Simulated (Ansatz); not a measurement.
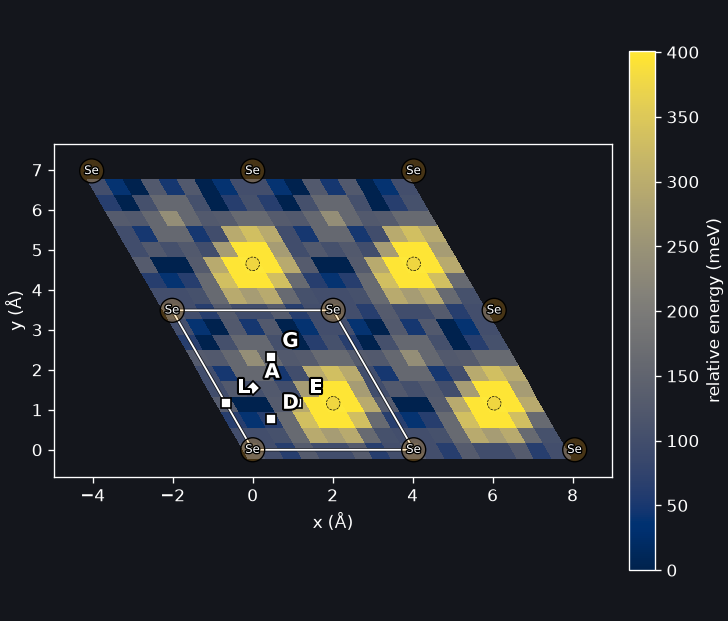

H on a two-dimensional sheet of InSe (4 atoms of substrate and one adsorbate in a 1 × 1 cell). H is moved over the surface cell; relaxed at each place: the height of the adsorbate's atoms; substrate rigid; the origin of the map has the adsorbate above Se4. Places are given modulo a cell vector. The map is drawn in real space over the plane of the surface. The scan uses a 9 × 9 grid; 19 points were computed and 62 follow by symmetry. Energies are in meV, from the lowest grid point. At some places the adsorbate sinks to or below the level of the top layer. The magnetic moment jumps between some neighbouring points. With one adsorbate in each 1 × 1 cell, its nearest image is 4.0 Å away, so neighbouring adsorbates interact. Computed with Ansatz 0.2.0, DFT PBE+D3(BJ), scalar-relativistic, plane waves, PAW. Settings: cutoff 420 eV, k-mesh 9×9×1, gaussian smearing 0.05 eV, spin-polarised.

Drawn: one coloured cell a grid point, labelled circles for the atoms of the top layer and small ones for the second layer, the outline of one cell of the 2 × 2 shown, lettered points.

> Rank the lettered points by energy, lowest first.

D (63 meV), A (104 meV), L (130 meV), G (159 meV), E (295 meV).

PAW datasets: the set soft_1.
